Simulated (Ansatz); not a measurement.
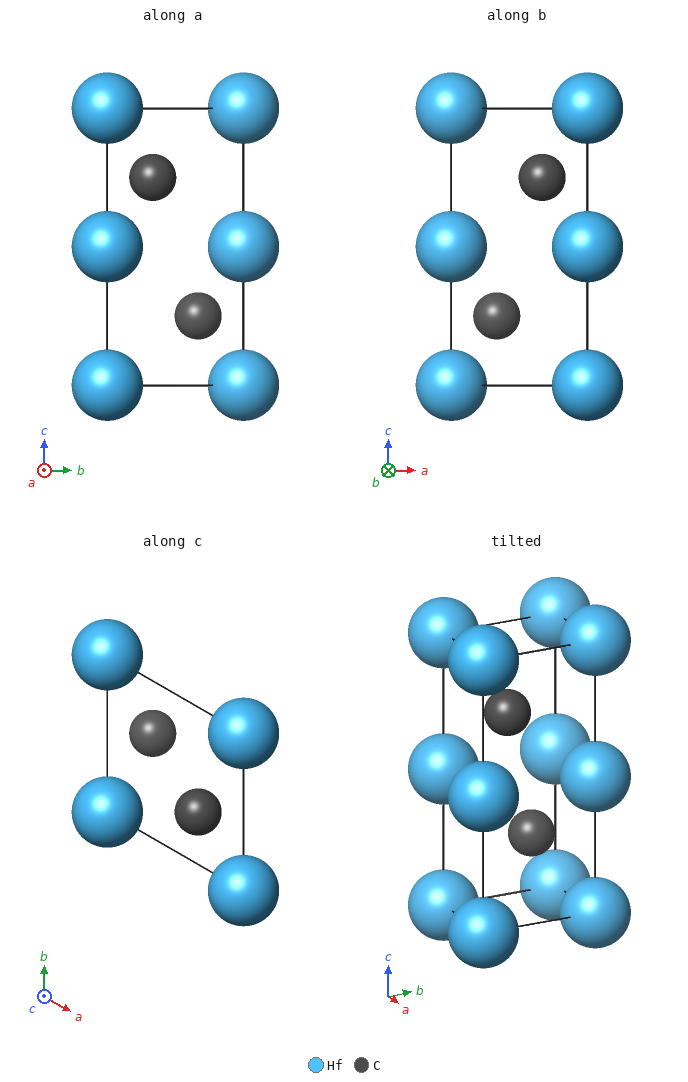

An orthographic spheres-only view of the structure, along the a axis, along the b axis, along the c axis and slightly off an axis. Atoms at the boundary of the conventional unit cell (the box) are drawn once for each face, edge or corner they touch.

Lattice parameters: a = 3.2801 Å, b = 3.2801 Å, c = 5.7787 Å, α = 90.000°, β = 90.000°, γ = 120.000°.

Q: From the views, write a CIF with its space group and independent sites.

A:
```cif
data_structure
_symmetry_space_group_name_H-M 'P 63/m m c'
_symmetry_Int_Tables_number 194
_cell_length_a 3.2801
_cell_length_b 3.2801
_cell_length_c 5.7787
_cell_angle_alpha 90.000
_cell_angle_beta 90.000
_cell_angle_gamma 120.000
_cell_volume 53.84
loop_
_atom_site_label
_atom_site_type_symbol
_atom_site_symmetry_multiplicity
_atom_site_Wyckoff_symbol
_atom_site_fract_x
_atom_site_fract_y
_atom_site_fract_z
_atom_site_occupancy
Hf1 Hf 2 a 0.0000 0.0000 0.0000 1
C1 C 2 c 0.3333 0.6667 0.2500 1
```

The initial geometry was a structure type filled with these elements by a generator (whether the compound takes this form wasn't checked). It was relaxed at fixed volume with DFT PBEsol, scalar-relativistic, plane waves, PAW in Ansatz.

At this level of theory the cell isn't at rest (stretched, at -8 GPa), so its distances can differ from those at equilibrium, the more so the softer the solid.
